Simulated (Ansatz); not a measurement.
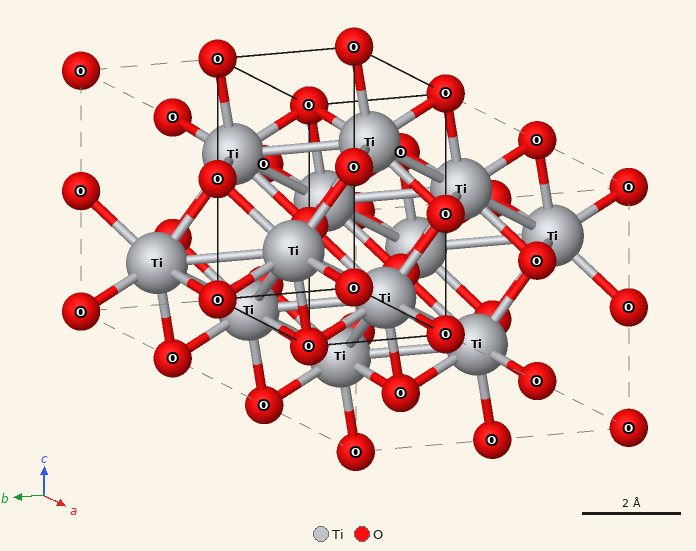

We look at a ball-and-stick model of the crystal from a general direction. The picture spans 3×2×1 cells, one conventional unit cell being drawn with solid lines. Cell: a = 2.847 Å, b = 2.847 Å, c = 5.508 Å, α = 90.00°, β = 90.00°, γ = 120.00°.

- This is TiO.
- The atoms follow space group P6_3/mmc (No. 194); the Bravais lattice is primitive hexagonal.
- The arrangement is known as anti-NiAs type.
- The cell comprises 2 formula units: 2 Ti, 2 O.
- The coordination shell of Ti holds six Ti and six O (about 2.8 Å to Ti, 2.1 Å to O). Each O atom is coordinated by six Ti in a distorted octahedral arrangement at about 2.1 Å. Not all metal-metal contacts are counted.
- The bonds build a three-dimensional framework.

The cell started as a structure listed in the Materials Project. It was relaxed at fixed volume with Ansatz, DFT PBEsol, scalar-relativistic, plane waves, PAW.

At this level of theory the cell isn't at rest (stretched, at -7 GPa), so its distances can differ from those at equilibrium, the more so the softer the solid.
